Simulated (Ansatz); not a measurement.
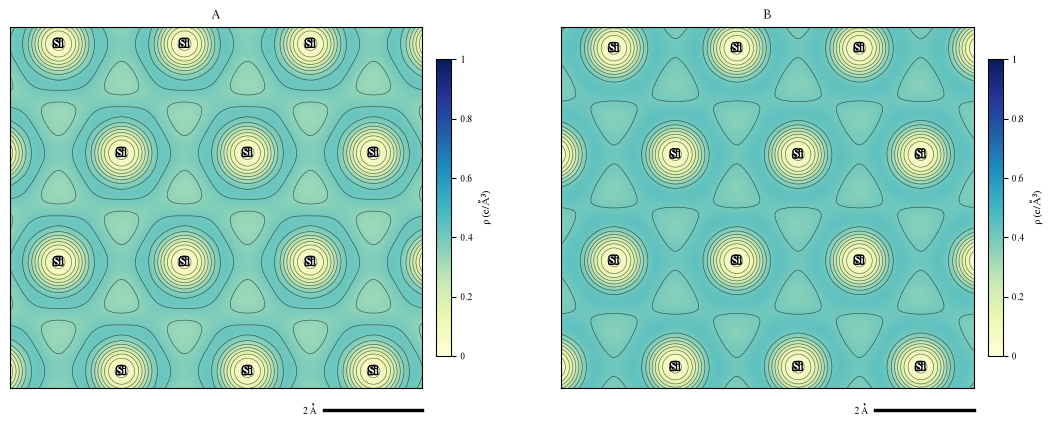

Si. The valence pseudo-density of two cells that differ in size and shape, on the (001) plane of each (indices in the axes of the calculation cell), at one length scale and on one colour scale; one has 13.2 and the other 13.9 Å³ an atom.

Space group P6/mmm; a structure from a database of computed crystals, not necessarily the ambient phase.

Level of theory: DFT r2SCAN, scalar-relativistic, plane waves, PAW in Ansatz.

The density is the valence pseudo-density of a PAW calculation; it isn't the true density close to the nuclei.

The larger cell:

```cif
data_structure
_symmetry_space_group_name_H-M 'P 1'
_symmetry_Int_Tables_number 1
_cell_length_a 2.5550
_cell_length_b 2.5550
_cell_length_c 2.4664
_cell_angle_alpha 90.000
_cell_angle_beta 90.000
_cell_angle_gamma 120.000
_cell_volume 13.94
loop_
_atom_site_label
_atom_site_type_symbol
_atom_site_fract_x
_atom_site_fract_y
_atom_site_fract_z
_atom_site_occupancy
Si1 Si 0.00000 0.00000 0.00000 1
```

The smaller cell: a = 2.490 Å, b = 2.490 Å, c = 2.466 Å, α = 90.00°, β = 90.00°, γ = 120.00°.

**Which panel shows the smaller cell, and what does the compression change?**

Panel B is the smaller cell, by 5 % in volume. From the larger cell to the smaller, Si–Si goes from 2.56 to 2.49 Å, and the density at its midpoint from 0.37 to 0.41 e/Å³; the pressure goes from 9 to 17 GPa.
